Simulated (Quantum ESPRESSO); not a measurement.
## Ti: 7 runs along one coordinate

System: Ti (P6₃/mmc, 2 atoms in the cell).
Method: Kohn-Sham DFT of a periodic cell, PBE, SSSP 1.3 efficiency PBE, no spin polarisation (Quantum ESPRESSO 7.5).

The 7 runs differ only in the geometry, by an even scaling of the cell at fixed fractional positions. The structure derives from an entry of the Crystallography Open Database.

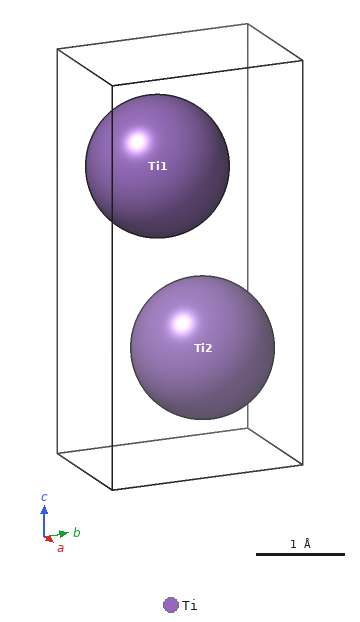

Figure 1. The structure of run 4 (spheres-only view of the cell of the calculation, seen slightly off an axis; atoms are numbered from 1 in the order of the input).

**Input file of run 4**
```
&CONTROL
  calculation = 'scf'
  prefix = 'pwscf'
  outdir = './tmp'
  pseudo_dir = './pseudo'
  tprnfor = .true.
  tstress = .true.
  disk_io = 'low'
/
&SYSTEM
  ibrav = 0
  nat = 2
  ntyp = 1
  ecutwfc = 55
  ecutrho = 440
  nbnd = 19
  occupations = 'smearing'
  smearing = 'fd'
  degauss = 0.00367493
/
&ELECTRONS
  conv_thr = 4d-10
  electron_maxstep = 120
  mixing_beta = 0.5
/
ATOMIC_SPECIES
Ti    47.8670 ti_pbe_v1.4.uspp.F.UPF
CELL_PARAMETERS angstrom
   2.9500000000    0.0000000000    0.0000000000
  -1.4750000000    2.5547749412    0.0000000000
   0.0000000000    0.0000000000    4.6800000000
ATOMIC_POSITIONS crystal
Ti     0.6666666667    0.3333333333    0.7500000000
Ti     0.3333333333    0.6666666667    0.2500000000
K_POINTS automatic
10 10 6 0 0 0
```

**File pp_density.in of run 4**
```
&INPUTPP
  prefix = 'pwscf'
  outdir = './tmp'
  filplot = 'density.dat'
  plot_num = 0
/
&PLOT
  nfile = 1
  filepp(1) = 'density.dat'
  iflag = 3
  output_format = 6
  fileout = 'density.cube'
/
```

**File pp_potential.in of run 4**
```
&INPUTPP
  prefix = 'pwscf'
  outdir = './tmp'
  filplot = 'potential.dat'
  plot_num = 11
/
&PLOT
  nfile = 1
  filepp(1) = 'potential.dat'
  iflag = 3
  output_format = 6
  fileout = 'potential.cube'
/
```

Command:
```bash
OMP_NUM_THREADS=1 pw.x -in pw.in > pw.out
OMP_NUM_THREADS=1 pp.x -in pp_density.in > pp_density.out
OMP_NUM_THREADS=1 pp.x -in pp_potential.in > pp_potential.out
```

Run 6 has the same physical settings and fractional positions; its lattice vectors (Å) are:
```
   2.988820    0.000000    0.000000
  -1.494410    2.588394    0.000000
   0.000000    0.000000    4.741586
```

**Results, with one run withheld**

| run | volume per atom (Å³) | free energy per atom, from the lowest run given (meV) | pressure (GPa) |
| --- | --- | --- | --- |
| 1 | 16.577 | 14.25 | 5.86 |
| 2 | 16.930 | 4.32 | 3.21 |
| 3 | 17.283 | 0.00 | 0.77 |
| 4 | 17.636 | 0.81 | −1.47 |
| 5 | 17.988 | 6.31 | −3.49 |
| 6 | 18.341 | ? | ? |
| 7 | 18.694 | 29.75 | −7.03 |

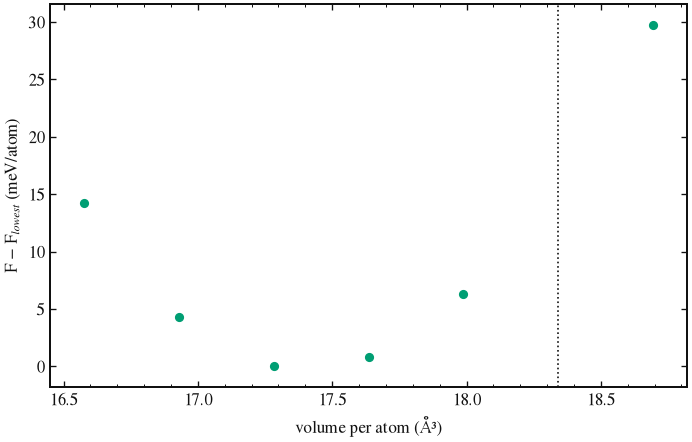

Figure 2. Free energy per atom of the runs given; the dotted line marks run 6.

Fit the runs given and predict run 6.

A cubic polynomial in V^(−2/3) (the Birch–Murnaghan form), fitted to the 6 runs given, misses them by at most 0.01 meV per atom. With x = V^(−2/3) − 0.14838 Å⁻², it reads F = −0.089956 − 671.89 x + 6.1496e+05 x² − 1.0338e+06 x³ (meV per atom). At run 6 it gives 16.07 meV per atom, and the run itself gives 16.08. The slope of the fit gives a pressure −dF/dV of −5.35 GPa there, and the run prints −5.37 GPa. The fit has its minimum at 17.400 Å³ per atom, where V d²F/dV² gives 111 GPa. Cell shape and fractional positions are held, so this is the stiffness under even scaling; the relaxed bulk modulus wasn't computed.

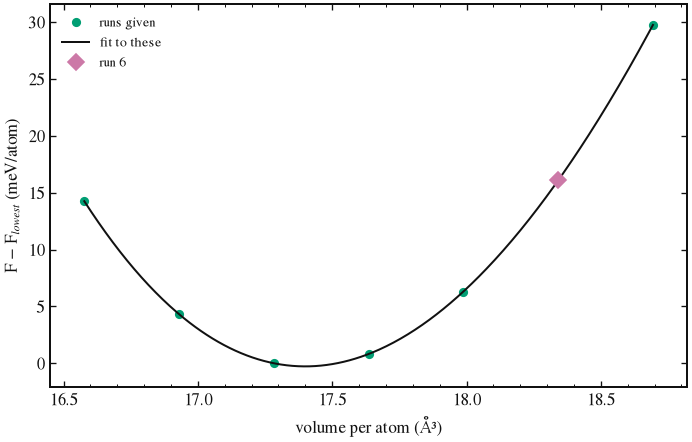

Figure 3. The fit and the withheld run.

**Some lines of the output (run 6)**
```
[...]
     number of k points=    56  Fermi-Dirac smearing, width (Ry)=  0.0037
     total energy              =    -238.17000185 Ry
     total energy              =    -238.49239650 Ry
     total energy              =    -238.49868660 Ry
     total energy              =    -238.49894417 Ry
     total energy              =    -238.49933105 Ry
     total energy              =    -238.49933853 Ry
     total energy              =    -238.49933764 Ry
     total energy              =    -238.49933805 Ry
     the Fermi energy is    12.5550 ev
!    total energy              =    -238.49933807 Ry
     The total energy is F=E-TS. E is the sum of the following terms:
     Computing stress (Cartesian axis) and pressure
          total   stress  (Ry/bohr**3)                   (kbar)     P=      -53.69
```

Notes on the run: negative rho.
